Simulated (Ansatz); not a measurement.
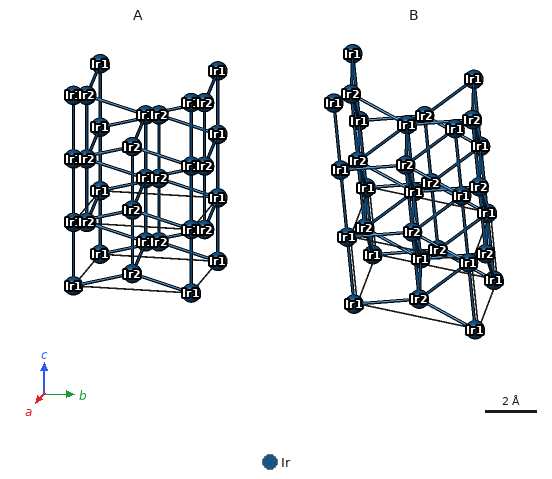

Two geometries of crystalline Ir (a generated structure, set up in I4_1/amd), drawn at one scale. One is the start of a relaxation, the other its converged end. A ball-and-stick model of the conventional cell (2 times the calculation's cell), repeated 1 × 1 × 3 with one cell outlined, seen slightly off an axis. Lengths and directions refer to the drawn axes.

Theory: DFT, PBE, plane waves (420 eV) with PAW, scalar-relativistic (Ansatz 0.2.0). (plane-wave cutoff 420 eV; k-point mesh 14 × 14 × 9; occupations fermi dirac; smearing width 0.1 eV; no spin polarisation; cell and atoms relaxed; force threshold 0.01 eV/Å; at most 60 steps)

> Which of the two is the end point?

Structure B is the relaxed one. Phase: beta-Sn type. After 19 accepted moves (22 points after the start) the energy has fallen by 364 meV per atom. The largest force component goes from 0.0033 to 0.0022 eV/Å. Pressure: 29.30 GPa at the start and −0.01 GPa at the end. The line search rejected the trial step at point 11 of the run. At 2 points the geometry stayed and the basis and grid were re-selected for the new cell (energy shift of 30.5 meV per atom at most each time). The largest moves relative to the cell, 0.15 Å, are those of Ir1 and Ir2. Ir1 goes along [1 −1 0]. The drawn cell changes as follows: a = b 4.775 → 5.048 Å (+5.7 %), c 2.607 → 2.681 Å (+2.8 %), α 90.0° → 105.4°, β 90.0° → 105.4°, γ 90.0° → 80.9°; the volume changes by +6.4 %. Near-neighbour distances that change, for instance: Ir1–Ir2 3.086 → 2.615 Å, Ir1–Ir2 (another image) 2.475 → 2.641 Å, Ir1–Ir2 (another image) 2.475 → 2.615 Å, Ir1–Ir1 2.607 → 2.681 Å. Among the angles between lasting bonds that change: Ir2–Ir1–Ir2 94.0° → 118.2°, Ir1–Ir1–Ir2 74.7° → 59.2°, Ir1–Ir1–Ir2 105.3° → 120.8°. The space group (tolerance 0.01 Å) goes from I4_1/amd (No. 141) to Cmcm (No. 63). The run took 8.8 min on 1 thread of Intel(R) Xeon(R) Platinum 8259CL CPU @ 2.50GHz (Skylake/Cascade Lake) (shared host), peak memory 0.71 GiB.
